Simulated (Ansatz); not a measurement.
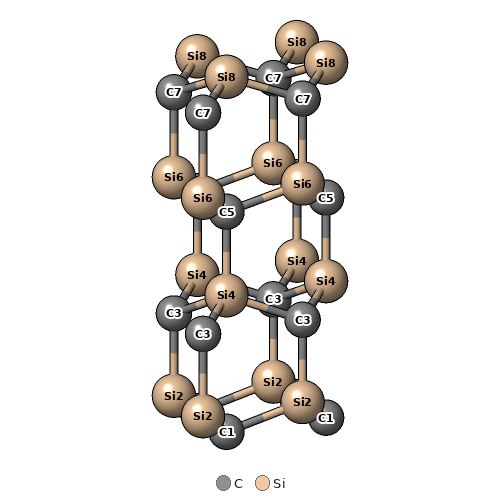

The system is C on a SiC(001) slab cut from the P6_3mc phase, its upper half relaxed before the scan (8 atoms of substrate and one adsorbate in a 1 × 1 cell); the picture shows it without the atoms that are moved over the map. C is moved along a line over the surface and along the normal, above a rigid substrate. Coordinates scanned: (1) position of C9 along the long diagonal of the hexagonal surface cell, from above Si8; (2) height of C9 above the plane of Si8. The grid has 9 × 8 points. At 16 points there is no value (left out of the scan, as a rule where atoms come close). Points are written as (first, second). Energies are in eV, from the lowest grid point. Energies and slopes of some neighbouring points disagree (a jump in structure or state, or too coarse a mesh). The calculation used DFT PBE, scalar-relativistic, plane waves, PAW (Ansatz). Settings: cutoff 420 eV, k-mesh 9×9×1, gaussian smearing 0.05 eV, spin-polarised.

Range: position of C9 along the long diagonal of the hexagonal surface cell from 0.00 to 4.76 Å; height of C9 above the plane of Si8 from 0.11 to 3.63 Å.

> What landscape does the calculation give?

The lowest grid point is at (2.38 Å, 1.07 Å) [nearest 1 C at 1.74 Å]. Other grid points that lie below all their neighbours: (0.00 Å, 2.03 Å) [nearest 1 Si at 2.03 Å] (0.54 eV higher). The highest grid point, (1.79 Å, 0.59 Å) [nearest 1 C at 1.16 Å], lies 3.60 eV above the lowest.

```csv
"second ↓, first →",0.00,0.60,1.19,1.79,2.38,2.98,3.57,4.17,4.76
3.63,3.16,3.18,3.21,3.23,3.22,3.21,3.22,3.20,3.18
2.93,2.31,2.40,2.61,2.73,2.68,2.64,2.67,2.59,2.38
2.43,1.30,1.47,1.89,2.13,2.03,1.96,2.01,1.85,1.45
2.03,0.54,0.73,1.32,1.67,1.50,1.40,1.44,1.22,0.72
1.55,2.20,1.19,0.60,0.93,0.79,0.83,0.91,0.77,1.26
1.07,–,–,0.89,0.23,0.00,0.21,0.85,1.72,–
0.59,–,–,–,3.60,1.30,0.80,1.54,–,–
0.11,–,–,–,–,–,–,3.26,–,–
```

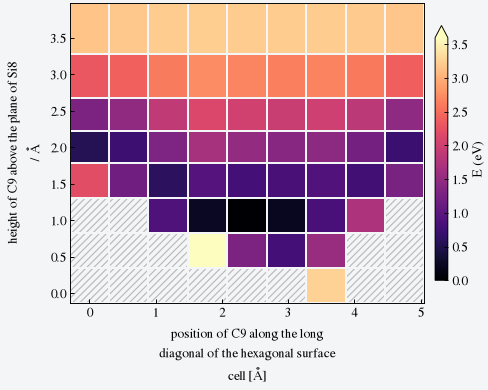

In the figure: one coloured cell a grid point, one colour for all values above the top of the scale, hatched blanks where no value was computed.

Time for the 56 points that were run: 47 min on 1 thread of Intel(R) Xeon(R) Platinum 8488C (Sapphire Rapids) (shared host).

PAW datasets: the set soft_1.
